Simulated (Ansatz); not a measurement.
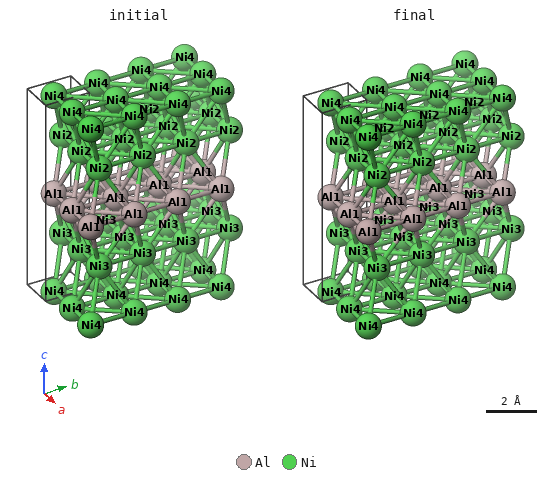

The structure of solid AlNi$_{3}$ (a generated structure, set up in P-6m2) (coarse preliminary run) before (left) and after (right) a relaxation, at one scale.

The picture is a ball-and-stick view of the cell of the calculation, repeated 3 × 4 × 1 with one cell outlined, seen slightly off an axis.

Level of theory: DFT PBE, scalar-relativistic, plane waves, PAW in Ansatz 0.2.0. Set-up: plane-wave cutoff 420 eV; k-point mesh 6 × 6 × 2; occupations gaussian; smearing width 0.1 eV; collinear spin; cell and atoms relaxed; force threshold 0.04 eV/Å; at most 70 steps.

Question: Summarise the run.

Answer: The largest moves relative to the cell, 0.043 Å, are those of Ni2 and Ni3. Ni2 goes along −c. Al stays in place. Cell: a = b 2.544 → 2.615 Å (+2.8 %), c 8.166 → 7.867 Å (−3.7 %). Volume +1.8 %. Some distances before and after: Ni2–Ni2 2.544 → 2.615 Å, Al1–Al1 2.544 → 2.615 Å, Al1–Ni2 2.515 → 2.445 Å. The space group stays P-6m2 (No. 187). Over 3 accepted moves (4 points after the start) the energy falls by 30.8 meV per atom. The largest force component goes from 0.41 to 0.0065 eV/Å. The pressure goes from 2.92 to −0.12 GPa. The SCF was repeated once at an unchanged geometry on a basis and grid sized afresh for the cell, which shifted the energy by 0.1 meV per atom at most. The program noted that the starting moments weren't kept.

Limits of the set-up: the k-point mesh is coarse for a cell with partly filled bands.
